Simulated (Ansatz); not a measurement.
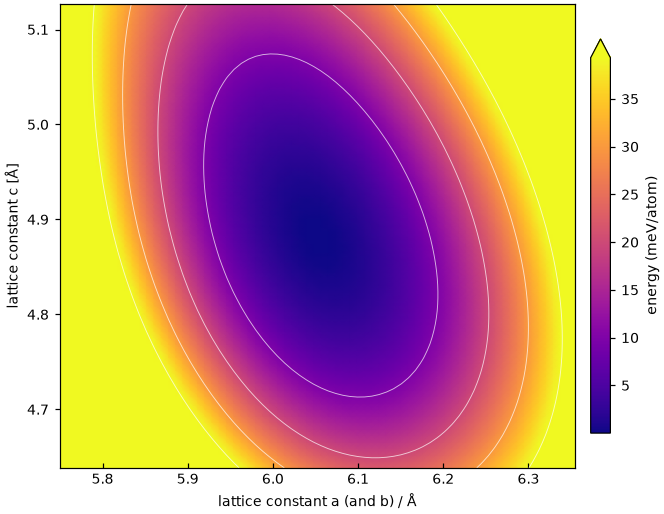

Energy landscape of Al₂Cu (I4/mcm, No. 140; 6 atoms in the cell). The energy is mapped over the lattice constants a and c of the conventional cell. Coordinates scanned: (1) lattice constant a (and b); (2) lattice constant c. Nothing is relaxed (fractional coordinates fixed). The grid has 11 × 11 points. Points are written as (first, second). Energies are in meV/atom, from the lowest grid point. Theory: DFT PBE, scalar-relativistic, plane waves, PAW (Ansatz 0.2.0). Settings: cutoff 520 eV, k-mesh 10×10×10, gaussian smearing 0.15 eV, no spin polarisation.

Drawn: a smooth colour map with a few white contour lines, one colour for all values above the top of the scale. Between grid points the surface is interpolated. 

### Summarise what can be read from the map.

The lowest grid point is at (6.052 Å, 4.883 Å). No other kind of well shows on this grid. The highest grid point, (5.750 Å, 4.638 Å), lies 126 meV/atom above the lowest. Round the minimum the valley is somewhat tilted: raising lattice constant a (and b) shifts the best value of lattice constant c downwards (coupling k₁₂/√(k₁₁k₂₂) about 0.4).

The whole map (121 points run) took 7.8 min on 4 threads of Intel(R) Xeon(R) 6975P-C (Granite Rapids) (shared host).

PAW datasets: the set soft_1.
